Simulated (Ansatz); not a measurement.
# WSi₆: geometry relaxation (part 1 of 4)

- system: WSi₆ (slab, 7 atoms in the cell)
- method: DFT PBEsol, scalar-relativistic, plane waves, PAW, spin-polarised (Ansatz 0.2.0)

The structure derives from a Materials Project entry. The input holds or restrains some coordinates. Forces given for the steps count only the free coordinates. It belongs to a series of runs on one base structure; here: W over the place (0/6, 1/6) of the surface cell, its height relaxed. Figures and captions count atoms from 1; the log counts them from 0 in places.

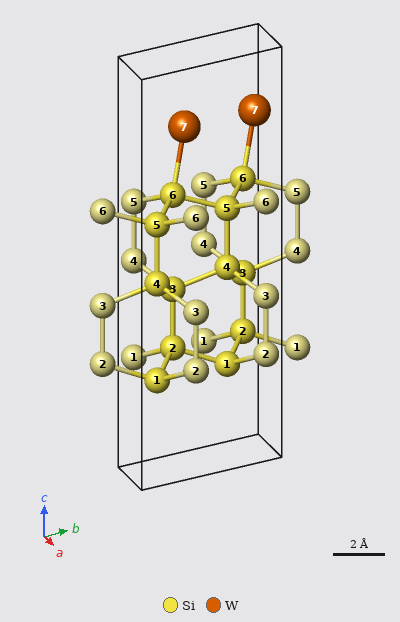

*The structure as given in the input (ball-and-stick view of the 1 × 2 repeat of the cell, with the vacuum cut short, seen slightly off an axis; neighbours outside the cell are drawn fainter; atoms are numbered from 1 in the order of the input). An atom can appear more than once, as a periodic image.*

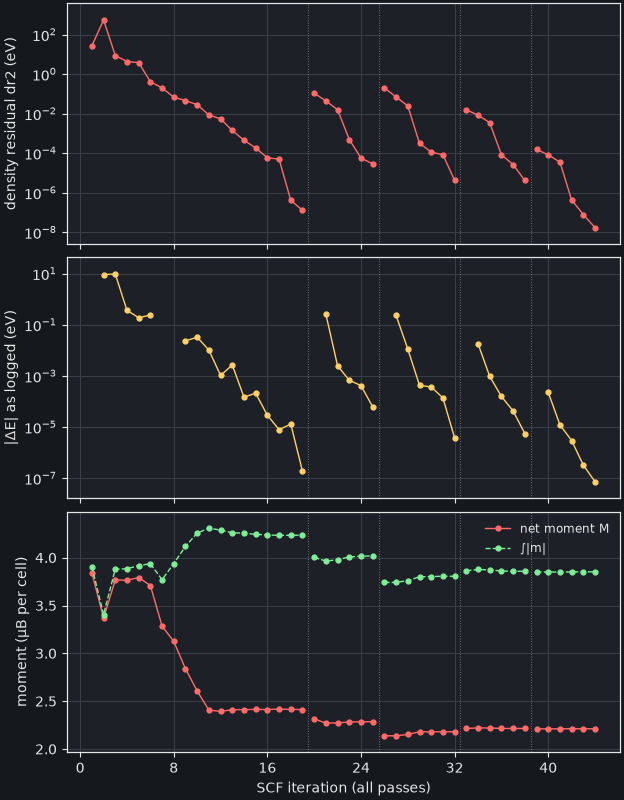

*Convergence of the self-consistent field: density residual dr2, size of the energy change and magnetic moment against the SCF iteration. The dotted lines part the SCF passes of the relaxation: geometry steps, rejected trials and re-solves on a re-selected basis.*

The 5 passes take 6 to 19 iterations each, 44 in all. The net moment goes from 3.8 to 2.2 μB per cell.

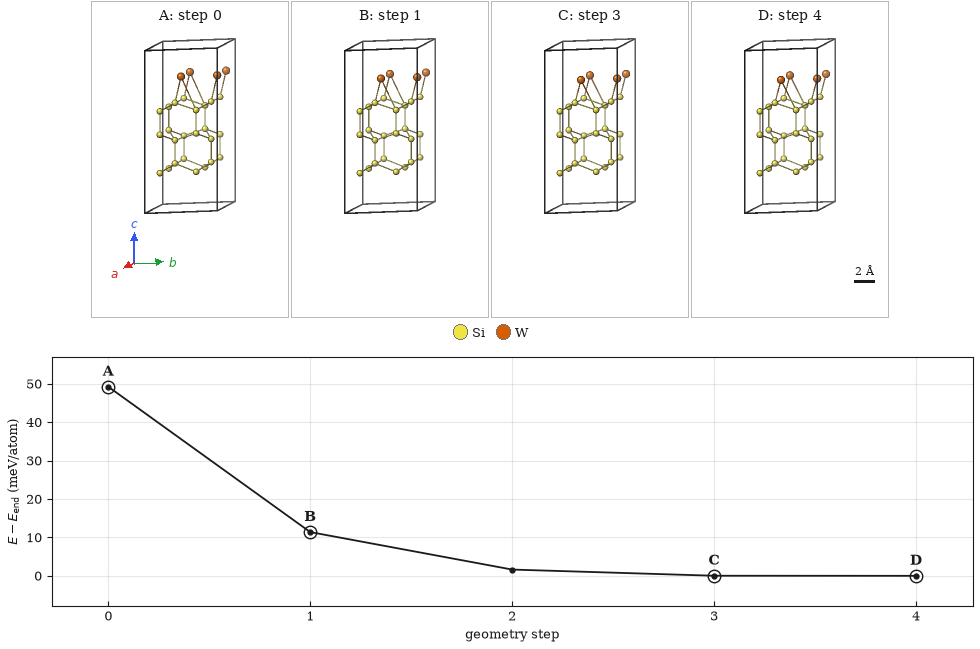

*Frames of the restrained relaxation (ball-and-stick view of the 2 × 2 repeat of the cell, with the vacuum cut short, seen slightly off an axis) above the curves, on which the letters mark them (the first geometry is step 0 here and step 1 in the log).*

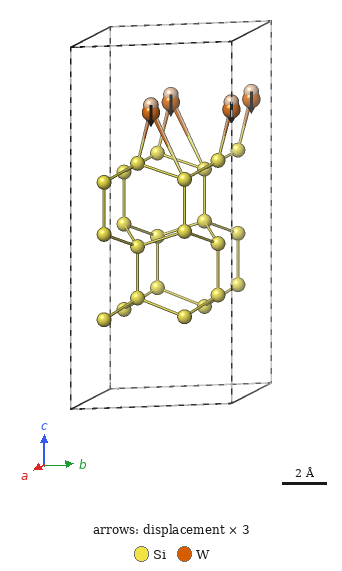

*Start (faint) and end (solid) with the displacements as black arrows, magnified 3 times (ball-and-stick view of the 2 × 2 repeat of the cell, with the vacuum cut short, seen slightly off an axis).*

W7 moves most: 0.34 Å. Si stays in place. The cell stays as it was. Among the contacts that change: Si6–W7 2.735 → 2.405 Å, Si5–W7 3.733 → 3.433 Å. Among the angles that change: Si5–W7–Si6 38.0° → 42.2°, Si4–Si5–W7 153.1° → 150.6°, Si6–Si5–W7 46.9° → 44.4°. After 4 geometry steps the energy has fallen by 49.2 meV per atom. The largest force component goes from 1.6 to 0.00066 eV/Å. (Atoms are counted from 1 in the order of the input.)

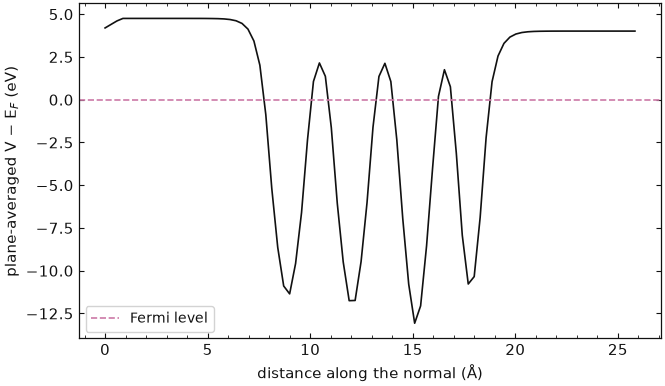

*Plane average of the electrostatic potential energy of an electron across the cell, from the Fermi level.*

The vacuum level lies 4.01 eV above the Fermi level on the upper side and 4.75 eV on the lower.

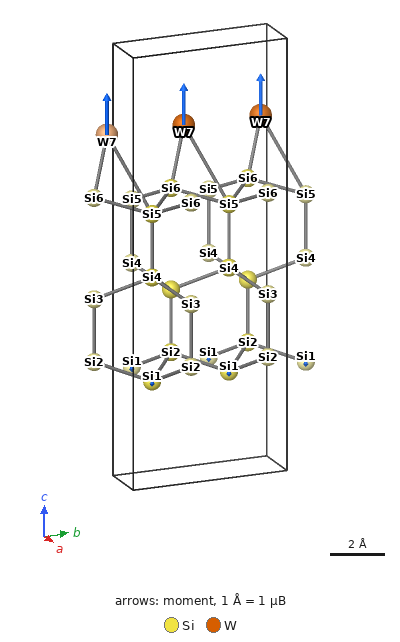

*Magnetic moments of the sites as blue arrows (ball-and-stick view of the 1 × 2 repeat of the cell, with the vacuum cut short, seen slightly off an axis; neighbours outside the cell are drawn fainter; atoms are numbered from 1 in the order of the input); small moments hardly show. The run is collinear, so the axis drawn is arbitrary.*

Site moments: W7 (1.58 μB); Si1 (−0.20 μB). They are counted near the atoms and needn't add up to the moment of the cell.

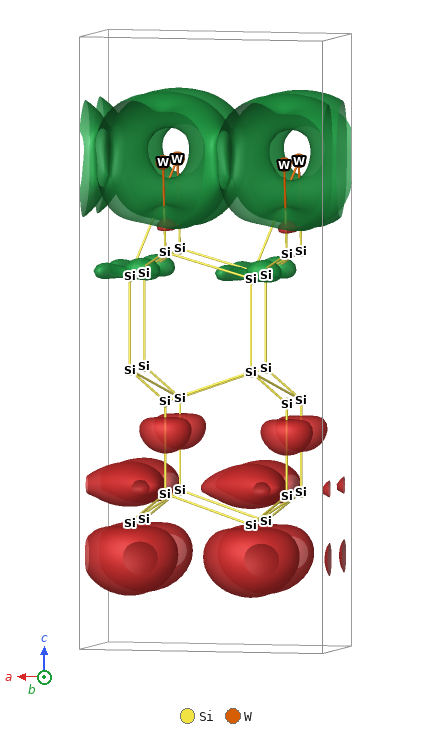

*Isosurfaces of the magnetisation density (up minus down) at +0.02 (green) and −0.02 e/Å³ (red), seen at an oblique angle. Sticks mark near contacts.*

The spin density sits on W: +1.6 μB in one cell of 7 atoms: a single local moment. The cell of the calculation (7 atoms) carries 2.2 μB net. The fields are those of the smooth PAW valence density.

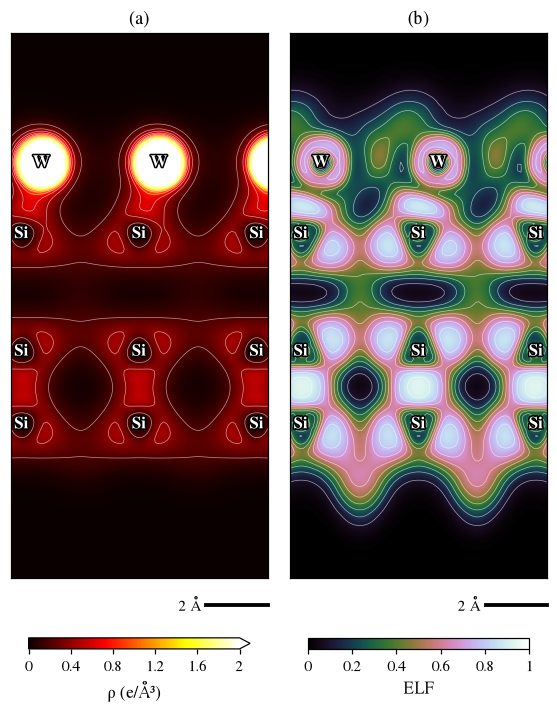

*(a) valence pseudo-density; (b) electron localisation function on the (100) plane of the calculation cell, a cut from vacuum to vacuum.*

Atoms in the plane: Si and W. Si–W (2.41 Å): the density is about 0.68 e/Å³ at the midpoint; the ELF is about 0.65 at the midpoint. Si–Si (2.37 Å): the density is about 0.53 e/Å³ at the midpoint, a local maximum along the line; the ELF peaks at about 0.95 between the atoms (a shared electron pair). The density dies away to nearly zero in the vacuum. The strong features right at W lie inside the PAW spheres (semicore, d or f shells) and say nothing about bonding.

The input that produced these results follows, with the program's output.

Input
```yaml
crystal:
  lattice:
    - [3.8248883545, 0.0, 0.0]
    - [-1.9124441773, 3.3124504817, 0.0]
    - [0.0, 0.0, 26.1211317213]
  atoms:
    - { symbol: Si, position: [0.6666666667, 0.3333333333, 0.325407034] }
    - { symbol: Si, position: [0.3333333333, 0.6666666667, 0.3559122531] }
    - { symbol: Si, position: [0.3333333333, 0.6666666667, 0.44646421] }
    - { symbol: Si, position: [0.6666666667, 0.3333333333, 0.4756407863] }
    - { symbol: Si, position: [0.6666666667, 0.3333333333, 0.5672640819] }
    - { symbol: Si, position: [0.3333333333, 0.6666666667, 0.592936641] }
    - { symbol: W, position: [0.3333333333, 0.8333333333, 0.694769901], spin: 4.0 }
basis:
  ecutwfc: 420
kpoints:
  mp_grid: { grid: [9, 9, 1] }
hamiltonian:
  xc: pbesol
scf:
  occupations: { method: gaussian, width: 0.05 }
output:
  forces: true
  eigenvalues: true
  populations: true
  write_density: true
  write_potential: true
  elf: true
  volumetric_format: npy
magnetization:
  spin_polarized: true
relax:
  adjacent_minimum: "off"
  f_tol: 0.02
  max_steps: 25
  constraints: [{ sites: [0, 1, 2, 3, 4, 5] }, { site: 6, fix: xy }]
efield:
  axis: 3
  dipole_correction: true
  ramp_width: 0.04
```

Command:
```bash
ansatz run input.yaml --threads 1 --pin off --max-ram 2560MiB --backend cpu --events-out ev --progress --plain --runs-dir out
```

What the program printed
```
Engine: ansatz 0.2.0, aarch64-unknown-linux-gnu
Pseudopotentials: kind: paw
Pseudopotential: Si, paw, valence charge 4, recommended cutoff 420 eV (normal), Si.paw.azcp
Pseudopotential: W, paw, valence charge 14, recommended cutoff 420 eV (normal), W.paw.azcp
Functional definition: PBEsol
  exchange = pbesol_x
  correlation = pbesol_c
Crystal: 7 atoms, lattice volume = 330.948 Å³
Basis set: ecut = 420 eV, 6459 PW (Γ), exchange–correlation on 54×54×360 points (8 copies of the dense FFT grid, shifted against one another)
Bands: 28, of which v1, the nominal top of the filled ones, is band 19 counted from 1 (18 counted from 0)
Symmetry: 1 space group operations
k-points: 41 of 81 (time reversal used)
Non-local potential: Si, projectors of the file, l = 0: 2, l = 1: 2, l = 2: 2
Non-local potential: W, projectors of the file, l = 0: 3, l = 1: 2, l = 2: 2, l = 3: 1
PAW form: soft (Blöchl's): semilocal exchange-correlation on the pseudo side does not see the compensation charge
PAW frozen core: Si, regenerated for the run's functional, and the local potential with it (the file was generated under x = pbe(κ = 0.804, μ = 0.2195149727645171), c = pbe(β = 0.06672455060314922))
PAW frozen core: W, regenerated for the run's functional, and the local potential with it (the file was generated under x = pbe(κ = 0.804, μ = 0.2195149727645171), c = pbe(β = 0.06672455060314922))
PAW one-centre angular grid: Si, 110 points (default); XC on 64 Gauss nodes
PAW one-centre angular grid: W, 590 points (default); XC on 64 Gauss nodes
Initial density: superposition of atomic densities (neutral atoms: chi_scale 0, normalization atom)
Starting moments: Σ|m| = 4 μB on 1 of 7 sites
Initial wavefunctions: pseudopotential atomic-orbital guess
Functional: x = pbesol(κ = 0.804, μ = 0.12345679012345678), c = pbesol(β = 0.046)
```
